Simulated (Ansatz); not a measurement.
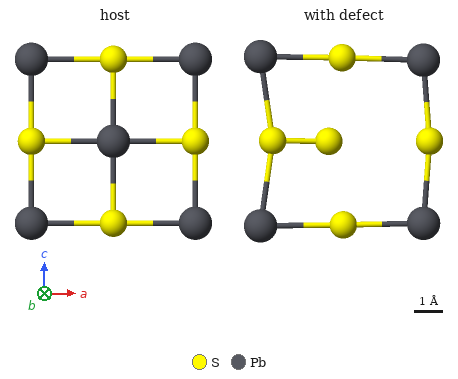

Left: perfect PbS. Right: the same region with one point defect, after relaxing the atoms in a supercell of 64 sites. The picture is a ball-and-stick view of the atoms within 4.6 Å of one point, in a slice 5.0 Å thick across the line of sight, seen along the b axis.

All numbers below come from DFT, PBEsol, PAW, plane waves (Ansatz). (plane-wave cutoff 420 eV; k-point mesh 1 × 1 × 1; mesh shifted by (0.25, 0.25, 0.25); no spin polarisation) Fermi-Dirac smearing of 0.01 eV. A uniform background neutralises the charged cell. The axes drawn are those of the host's conventional cell.

Question: What kind of defect was made?

Answer: A lead atom is replaced by sulfur.

The charge state of the cell is +2.

Question: How does the lattice respond?

Answer: In the host the Pb atom has 6 S at 2.95 Å; the S atom ends with 2 S at 2.05 Å. Of the host's atoms, a sulfur atom moves furthest from its site, by 0.47 Å. The S atom itself moves 0.69 Å from where it was put.

Limits of the set-up: the cell is charged, on a uniform background, and energies carry no finite-size correction.
